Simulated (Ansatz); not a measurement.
Input of the run:

```
crystal:
  lattice:
    - [4.833988168, 0.0, 0.0]
    - [0.0, 4.833988168, 0.0]
    - [0.0, 0.0, 4.833988168]
  atoms:
    - { symbol: Mg, position: [0.0, 0.5, 0.5] }
    - { symbol: Mg, position: [0.5, 0.5, 0.0] }
    - { symbol: Mg, position: [0.5, 0.0, 0.5] }
    - { symbol: Mg, position: [0.0, 0.0, 0.0] }
    - { symbol: O, position: [0.4111601936, 0.0888398064, 0.9111601936] }
    - { symbol: O, position: [0.0888398064, 0.9111601936, 0.4111601936] }
    - { symbol: O, position: [0.9111601936, 0.4111601936, 0.0888398064] }
    - { symbol: O, position: [0.5888398064, 0.5888398064, 0.5888398064] }
    - { symbol: O, position: [0.4111601936, 0.4111601936, 0.4111601936] }
    - { symbol: O, position: [0.0888398064, 0.5888398064, 0.9111601936] }
    - { symbol: O, position: [0.9111601936, 0.0888398064, 0.5888398064] }
    - { symbol: O, position: [0.5888398064, 0.9111601936, 0.0888398064] }
kpoints:
  mp_grid: { grid: [4, 4, 4] }
  band_path:
    path:
      - [0.0, 0.0, 0.0]
      - [0.0, 0.5, 0.0]
      - [0.5, 0.5, 0.0]
      - [0.5, 0.5, 0.5]
      - [0.5, 0.0, 0.0]
      - [-0.020833, 0.0, 0.0]
      - [0.229167, 0.234375, 0.234375]
      - [0.0, 0.4, 0.0]
    npoints: 1
hamiltonian:
  xc: hse06
scf:
  occupations: { method: fixed }
  n_extra_bands: 7
output:
  forces: true
  stress: true
  eigenvalues: true
  write_density: true
  write_potential: true
  elf: true
  volumetric_format: npy
```

Launched with:
```bash
ansatz run input.yaml --threads 4 --pin off --max-ram 7372MiB --backend cpu --events-out ev --progress --plain --runs-dir out
```

What does the calculation give for the electronic structure?

There is a gap; over the k points computed it is 6.36 eV (indirect; the smallest direct gap is 6.49 eV). The upper group of valence states starts about 2.0 eV under the valence-band top (which lies at −3.2 eV on this axis), with a gap beneath it; it holds about 16 electrons a cell. Within the window shown, the tallest peak of the filled states lies 0.6 eV under the valence-band top, at about 19 states per eV and cell.

The atoms aren't at rest in this cell (largest force 0.7 eV/Å), so the relaxed material can differ.

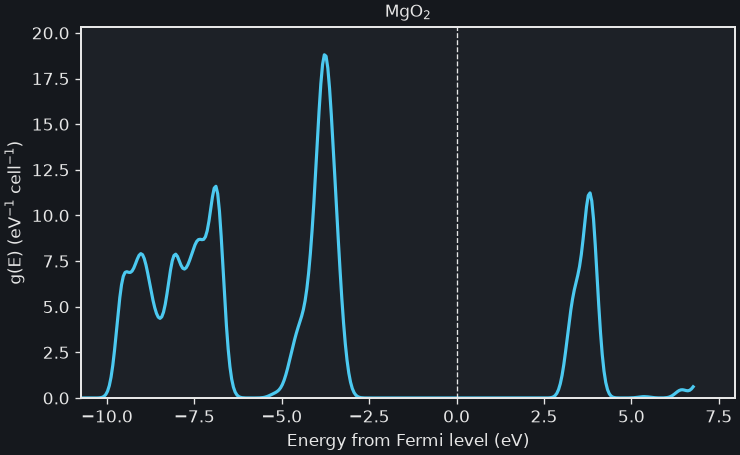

Density of states. Energies are counted from the Fermi level, put mid-gap where there is a gap. The curve is built from the levels of the k mesh with Gaussians 0.4 eV wide, which also blur the band edges.
